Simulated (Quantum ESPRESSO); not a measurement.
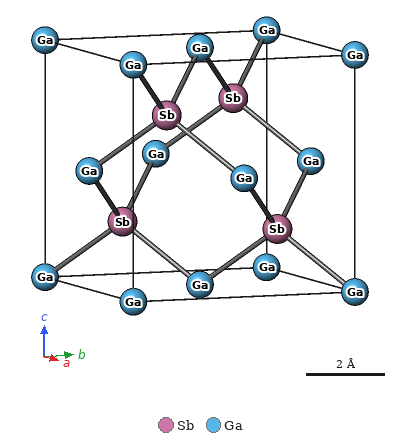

The structure (ball-and-stick view of the cell 4 times as large as that of the calculation, set on its symmetry axes, seen slightly off an axis). An atom can appear more than once, as a periodic image. Near neighbours in the periodic cell (some may lie outside the picture): Sb has 4 Ga at 2.65 Å; Ga has 4 Sb at 2.65 Å.

Band-structure run, with input and output: GaSb (part 1 of 2)

- system: GaSb (F-43m, 2 atoms in the cell)
- method: Kohn-Sham DFT of a periodic cell, PBE, spin-orbit coupling, PseudoDojo 0.4 FR PBE standard, no spin polarisation (Quantum ESPRESSO 7.5)

The structure derives from an entry of the Crystallography Open Database.

Output
```
This program is part of the open-source Quantum ESPRESSO suite
     for quantum simulation of materials; please cite
         "P. Giannozzi et al., J. Phys.:Condens. Matter 21 395502 (2009);
         "P. Giannozzi et al., J. Phys.:Condens. Matter 29 465901 (2017);
         "P. Giannozzi et al., J. Chem. Phys. 152 154105 (2020);
          URL
     in publications or presentations arising from this work. More details at

     Message from routine setup:
     using ibrav=0 with symmetry is DISCOURAGED, use correct ibrav instead

     G-vector sticks info
     --------------------
     sticks:   dense  smooth     PW     G-vecs:    dense   smooth      PW
     Sum        1483    1483    433                37461    37461    5817

     Using Slab Decomposition

     bravais-lattice index     =            0
     lattice parameter (alat)  =       8.1751  a.u.
     unit-cell volume          =     386.3359 (a.u.)^3
     number of atoms/cell      =            2
     number of atomic types    =            2
     number of electrons       =        28.00
     number of Kohn-Sham states=           42
     kinetic-energy cutoff     =      80.0000  Ry
     charge density cutoff     =     320.0000  Ry
     scf convergence threshold =      4.0E-10
     mixing beta               =       0.5000
     number of iterations used =            8  plain     mixing
     Exchange-correlation= PBE
                           (   1   4   3   4   0   0   0)
     Non magnetic calculation with spin-orbit

     celldm(1)=   8.175105  celldm(2)=   0.000000  celldm(3)=   0.000000
     celldm(4)=   0.000000  celldm(5)=   0.000000  celldm(6)=   0.000000

     crystal axes: (cart. coord. in units of alat)
               a(1) = (   0.000000   0.707107   0.707107 )
               a(2) = (   0.707107   0.000000   0.707107 )
               a(3) = (   0.707107   0.707107   0.000000 )

     reciprocal axes: (cart. coord. in units 2 pi/alat)
               b(1) = ( -0.707107  0.707107  0.707107 )
               b(2) = (  0.707107 -0.707107  0.707107 )
               b(3) = (  0.707107  0.707107 -0.707107 )

     PseudoPot. # 1 for Sb read from file:
     Sb.upf
     Pseudo is Norm-conserving + core correction, Zval = 15.0
     Generated using ONCVPSP code by D. R. Hamann
     Using radial grid of 1468 points, 10 beta functions with:
                l(1) =   0
                l(2) =   0
                l(3) =   1
                l(4) =   1
                l(5) =   1
                l(6) =   1
                l(7) =   2
                l(8) =   2
                l(9) =   2
               l(10) =   2

     PseudoPot. # 2 for Ga read from file:
     Ga.upf
     Pseudo is Norm-conserving + core correction, Zval = 13.0
     Generated using ONCVPSP code by D. R. Hamann
     Using radial grid of 1926 points, 10 beta functions with:
                l(1) =   0
                l(2) =   0
                l(3) =   1
                l(4) =   1
                l(5) =   1
                l(6) =   1
                l(7) =   2
                l(8) =   2
                l(9) =   2
               l(10) =   2

     atomic species   valence    mass     pseudopotential
     Sb               15.00   121.76000     Sb( 1.00)
     Ga               13.00    69.72300     Ga( 1.00)

     24 Sym. Ops. (no inversion) found

   Cartesian axes

     site n.     atom                  positions (alat units)
         1        Sb     tau(   1) = (   1.0606602   1.0606602   1.0606602  )
         2        Ga     tau(   2) = (   0.0000000   0.0000000   0.0000000  )

     number of k points=    29  Fermi-Dirac smearing, width (Ry)=  0.0037
                       cart. coord. in units 2pi/alat
        k(    1) = (   0.0000000   0.0000000   0.0000000), wk =   0.0019531
        k(    2) = (   0.0883883   0.0883883  -0.0883883), wk =   0.0156250
        k(    3) = (   0.1767767   0.1767767  -0.1767767), wk =   0.0156250
        k(    4) = (   0.2651650   0.2651650  -0.2651650), wk =   0.0156250
        k(    5) = (  -0.3535534  -0.3535534   0.3535534), wk =   0.0078125
        k(    6) = (   0.1767767   0.0000000   0.0000000), wk =   0.0117188
        k(    7) = (   0.2651650   0.0883883  -0.0883883), wk =   0.0468750
        k(    8) = (   0.3535534   0.1767767  -0.1767767), wk =   0.0468750
        k(    9) = (  -0.2651650  -0.4419417   0.4419417), wk =   0.0468750
        k(   10) = (  -0.1767767  -0.3535534   0.3535534), wk =   0.0468750
        k(   11) = (  -0.0883883  -0.2651650   0.2651650), wk =   0.0468750
        k(   12) = (   0.0000000  -0.1767767   0.1767767), wk =   0.0234375
        k(   13) = (   0.3535534   0.0000000   0.0000000), wk =   0.0117188
        k(   14) = (   0.4419417   0.0883883  -0.0883883), wk =   0.0468750
        k(   15) = (  -0.1767767  -0.5303301   0.5303301), wk =   0.0468750
        k(   16) = (  -0.0883883  -0.4419417   0.4419417), wk =   0.0468750
        k(   17) = (   0.0000000  -0.3535534   0.3535534), wk =   0.0234375
        k(   18) = (   0.5303301   0.0000000  -0.0000000), wk =   0.0117188
        k(   19) = (  -0.0883883  -0.6187184   0.6187184), wk =   0.0468750
        k(   20) = (  -0.0000000  -0.5303301   0.5303301), wk =   0.0234375
        k(   21) = (  -0.7071068   0.0000000   0.0000000), wk =   0.0058594
        k(   22) = (   0.3535534   0.1767767  -0.0000000), wk =   0.0468750
        k(   23) = (  -0.2651650  -0.4419417   0.6187184), wk =   0.0937500
        k(   24) = (  -0.1767767  -0.3535534   0.5303301), wk =   0.0468750
        k(   25) = (  -0.1767767  -0.5303301   0.7071068), wk =   0.0468750
        k(   26) = (  -0.0883883  -0.4419417   0.6187184), wk =   0.0937500
        k(   27) = (  -0.0000000  -0.3535534   0.5303301), wk =   0.0468750
        k(   28) = (  -0.7071068   0.1767767   0.0000000), wk =   0.0234375
        k(   29) = (  -0.7071068   0.3535534   0.0000000), wk =   0.0117188

     Dense  grid:    37461 G-vectors     FFT dimensions: (  48,  48,  48)

     Initial potential from superposition of free atoms

     starting charge      27.9967, renormalised to      28.0000
     Starting wfcs are   36 randomized atomic wfcs +    6 random wfcs

     Self-consistent Calculation

     iteration #  1     ecut=    80.00 Ry     beta= 0.50
     Davidson diagonalization with overlap
     ethr =  1.00E-02,  avg # of iterations =  5.6

     Threshold (ethr) on eigenvalues was too large:
     Diagonalizing with lowered threshold

     Davidson diagonalization with overlap
     ethr =  9.55E-05,  avg # of iterations =  4.0

     total energy              =    -334.79268740 Ry
     estimated scf accuracy    <       0.02742717 Ry

     iteration #  2     ecut=    80.00 Ry     beta= 0.50
     Davidson diagonalization with overlap
     ethr =  9.80E-05,  avg # of iterations =  1.0

     total energy              =    -334.79363614 Ry
     estimated scf accuracy    <       0.00495222 Ry

     iteration #  3     ecut=    80.00 Ry     beta= 0.50
     Davidson diagonalization with overlap
     ethr =  1.77E-05,  avg # of iterations =  1.9

     total energy              =    -334.79390348 Ry
     estimated scf accuracy    <       0.00025341 Ry

     iteration #  4     ecut=    80.00 Ry     beta= 0.50
     Davidson diagonalization with overlap
     c_bands:  1 eigenvalues not converged
     ethr =  9.05E-07,  avg # of iterations =  6.3

     total energy              =    -334.79392950 Ry
     estimated scf accuracy    <       0.00001869 Ry

     iteration #  5     ecut=    80.00 Ry     beta= 0.50
     Davidson diagonalization with overlap
     ethr =  6.68E-08,  avg # of iterations =  2.7

     total energy              =    -334.79393237 Ry
     estimated scf accuracy    <       0.00000059 Ry

     iteration #  6     ecut=    80.00 Ry     beta= 0.50
     Davidson diagonalization with overlap
     ethr =  2.10E-09,  avg # of iterations =  3.7

     total energy              =    -334.79393264 Ry
     estimated scf accuracy    <       0.00000004 Ry

     iteration #  7     ecut=    80.00 Ry     beta= 0.50
     Davidson diagonalization with overlap
     ethr =  1.32E-10,  avg # of iterations =  2.9

     total energy              =    -334.79393265 Ry
     estimated scf accuracy    <          4.1E-09 Ry

     iteration #  8     ecut=    80.00 Ry     beta= 0.50
     Davidson diagonalization with overlap
     ethr =  1.47E-11,  avg # of iterations =  2.6

     End of self-consistent calculation

          k = 0.0000 0.0000 0.0000 (  4645 PWs)   bands (ev):

   -21.1906 -21.1906 -21.1906 -21.1906 -19.9589 -19.9589 -19.9472 -19.9472
   -19.9472 -19.9472  -6.9473  -6.9473  -6.9473  -6.9473  -6.5105  -6.5105
    -6.4773  -6.4773  -6.4773  -6.4773  -3.1420  -3.1420   7.8393   7.8393
     8.3758   8.3758   8.5543   8.5543   8.5543   8.5543  10.9801  10.9801
    11.1948  11.1948  11.1948  11.1948  14.1758  14.1758  17.0862  17.0862
    17.0862  17.0862

          k = 0.0884 0.0884-0.0884 (  4684 PWs)   bands (ev):

   -21.1905 -21.1905 -21.1903 -21.1903 -19.9586 -19.9586 -19.9473 -19.9473
   -19.9468 -19.9468  -6.9487  -6.9480  -6.9480  -6.9452  -6.5105  -6.5105
    -6.4792  -6.4792  -6.4778  -6.4742  -2.9821  -2.9821   6.2927   6.2927
     7.8395   7.8395   8.2887   8.2892   9.3812   9.3812  11.3850  11.3850
    11.5498  11.5567  11.7802  11.7802  15.0070  15.0070  16.2265  16.2347
    16.2347  16.2493

          k = 0.1768 0.1768-0.1768 (  4693 PWs)   bands (ev):

   -21.1903 -21.1902 -21.1895 -21.1895 -19.9577 -19.9577 -19.9475 -19.9475
   -19.9457 -19.9457  -6.9497  -6.9497  -6.9487  -6.9437  -6.5104  -6.5104
    -6.4836  -6.4836  -6.4754  -6.4702  -2.5268  -2.5268   4.2957   4.2957
     7.4019   7.4019   7.8282   7.8284   9.1497   9.1497  11.8985  11.8985
    12.0658  12.0759  13.5551  13.5551  15.5822  15.5822  15.9984  15.9984
    16.0140  16.0393

          k = 0.2652 0.2652-0.2652 (  4678 PWs)   bands (ev):

   -21.1901 -21.1900 -21.1887 -21.1887 -19.9569 -19.9569 -19.9476 -19.9476
   -19.9446 -19.9446  -6.9517  -6.9517  -6.9473  -6.9437  -6.5101  -6.5101
    -6.4878  -6.4878  -6.4713  -6.4676  -1.8949  -1.8949   2.6777   2.6777
     7.0756   7.0756   7.4896   7.4897   8.8527   8.8527  12.0500  12.0500
    12.1806  12.1864  14.9712  14.9712  15.8389  15.8389  16.9549  16.9549
    17.0289  17.0493

          k =-0.3536-0.3536 0.3536 (  4664 PWs)   bands (ev):

   -21.1899 -21.1899 -21.1884 -21.1884 -19.9566 -19.9566 -19.9476 -19.9476
   -19.9441 -19.9441  -6.9525  -6.9525  -6.9453  -6.9453  -6.5099  -6.5099
    -6.4895  -6.4895  -6.4681  -6.4681  -1.5175  -1.5175   1.9640   1.9640
     6.9593   6.9593   7.3700   7.3700   8.7436   8.7436  12.0340  12.0340
    12.1497  12.1497  14.8484  14.8484  17.6634  17.6634  18.3296  18.3296
    18.4486  18.4491

          k = 0.1768 0.0000 0.0000 (  4673 PWs)   bands (ev):

   -21.1904 -21.1904 -21.1902 -21.1902 -19.9585 -19.9585 -19.9470 -19.9470
   -19.9469 -19.9469  -6.9499  -6.9499  -6.9451  -6.9451  -6.5108  -6.5108
    -6.4788  -6.4788  -6.4762  -6.4762  -2.9282  -2.9282   6.2372   6.2372
     7.4651   7.4651   7.8198   7.8198  10.0367  10.0367  10.8138  10.8138
    12.0402  12.0402  12.1251  12.1251  15.1450  15.1450  15.3033  15.3033
    17.2986  17.2986

          k = 0.2652 0.0884-0.0884 (  4676 PWs)   bands (ev):

   -21.1902 -21.1902 -21.1896 -21.1896 -19.9579 -19.9577 -19.9472 -19.9471
   -19.9461 -19.9460  -6.9538  -6.9501  -6.9454  -6.9421  -6.5141  -6.5084
    -6.4819  -6.4800  -6.4763  -6.4724  -2.5683  -2.5674   4.7054   4.7637
     6.8811   7.0761   7.2862   7.3186  10.0493  10.2419  11.0849  11.0986
    12.7470  12.7830  12.9915  13.0193  15.0712  15.1125  16.4123  16.4408
    17.0442  17.0552

          k = 0.3536 0.1768-0.1768 (  4677 PWs)   bands (ev):

   -21.1900 -21.1899 -21.1889 -21.1888 -19.9572 -19.9568 -19.9473 -19.9472
   -19.9450 -19.9449  -6.9584  -6.9503  -6.9448  -6.9400  -6.5185  -6.5042
    -6.4864  -6.4836  -6.4724  -6.4691  -1.9766  -1.9747   3.0899   3.1365
     6.3819   6.5852   6.9166   6.9686   9.8859  10.0199  11.6545  11.6706
    12.9286  12.9339  13.6374  13.6555  16.2624  16.2901  16.8597  16.9127
    17.7040  17.7186

          k =-0.2652-0.4419 0.4419 (  4653 PWs)   bands (ev):

   -21.1898 -21.1898 -21.1885 -21.1883 -19.9567 -19.9562 -19.9475 -19.9472
   -19.9443 -19.9443  -6.9613  -6.9508  -6.9434  -6.9394  -6.5213  -6.4999
    -6.4910  -6.4855  -6.4689  -6.4681  -1.4435  -1.4417   2.0547   2.0958
     6.0277   6.1992   6.8878   6.9234   9.7235   9.8333  11.8708  11.8717
    12.7036  12.7039  14.9299  15.0127  16.4162  16.4315  18.0361  18.0568
    18.4105  18.4194

          k =-0.1768-0.3536 0.3536 (  4662 PWs)   bands (ev):

   -21.1898 -21.1898 -21.1887 -21.1884 -19.9568 -19.9563 -19.9475 -19.9472
   -19.9445 -19.9444  -6.9606  -6.9516  -6.9422  -6.9402  -6.5210  -6.5000
    -6.4910  -6.4852  -6.4699  -6.4678  -1.5815  -1.5793   2.2971   2.3431
     5.9200   6.0870   7.1321   7.1618   9.7353   9.8440  12.0710  12.0748
    12.4496  12.4539  15.0750  15.1572  16.3560  16.3791  16.5998  16.6080
    18.0879  18.0974

          k =-0.0884-0.2652 0.2652 (  4679 PWs)   bands (ev):

   -21.1900 -21.1900 -21.1892 -21.1890 -19.9574 -19.9570 -19.9474 -19.9472
   -19.9453 -19.9452  -6.9565  -6.9517  -6.9424  -6.9421  -6.5178  -6.5042
    -6.4864  -6.4829  -6.4736  -6.4695  -2.1941  -2.1920   3.5897   3.6571
     6.1287   6.3241   7.5714   7.6042   9.8929  10.0229  12.0742  12.0835
    12.2531  12.2622  13.6608  13.6657  15.3959  15.4107  16.3632  16.3724
    17.7265  17.8101

          k = 0.0000-0.1768 0.1768 (  4683 PWs)   bands (ev):

   -21.1903 -21.1903 -21.1899 -21.1898 -19.9581 -19.9580 -19.9473 -19.9472
   -19.9463 -19.9462  -6.9512  -6.9507  -6.9455  -6.9435  -6.5134  -6.5081
    -6.4821  -6.4801  -6.4768  -6.4724  -2.7225  -2.7216   5.1529   5.2480
     6.7937   7.0395   8.0141   8.0631   9.8745  10.0459  11.5431  11.5654
    11.6756  11.6772  12.8562  12.9416  15.3605  15.3741  15.9733  15.9897
    16.2304  16.2503

          k = 0.3536 0.0000 0.0000 (  4664 PWs)   bands (ev):

   -21.1900 -21.1900 -21.1892 -21.1892 -19.9575 -19.9575 -19.9465 -19.9465
   -19.9460 -19.9460  -6.9548  -6.9548  -6.9414  -6.9414  -6.5128  -6.5128
    -6.4776  -6.4776  -6.4760  -6.4760  -2.3078  -2.3078   4.2626   4.2626
     6.5123   6.5123   6.8012   6.8012   9.5979   9.5979  11.0591  11.0591
    13.7784  13.7784  13.9344  13.9344  14.8647  14.8647  17.4752  17.4752
    17.9376  17.9376

          k = 0.4419 0.0884-0.0884 (  4669 PWs)   bands (ev):

   -21.1899 -21.1897 -21.1887 -21.1887 -19.9571 -19.9567 -19.9465 -19.9465
   -19.9453 -19.9451  -6.9612  -6.9536  -6.9413  -6.9375  -6.5208  -6.5075
    -6.4800  -6.4794  -6.4727  -6.4725  -1.7942  -1.7925   3.1193   3.1776
     5.8415   6.0352   6.3644   6.4134   9.7621   9.8402  11.0234  11.0761
    13.7417  13.7743  14.4055  14.4166  16.7125  16.8299  18.2303  18.2724
    18.5011  18.5065

          k =-0.1768-0.5303 0.5303 (  4671 PWs)   bands (ev):
```
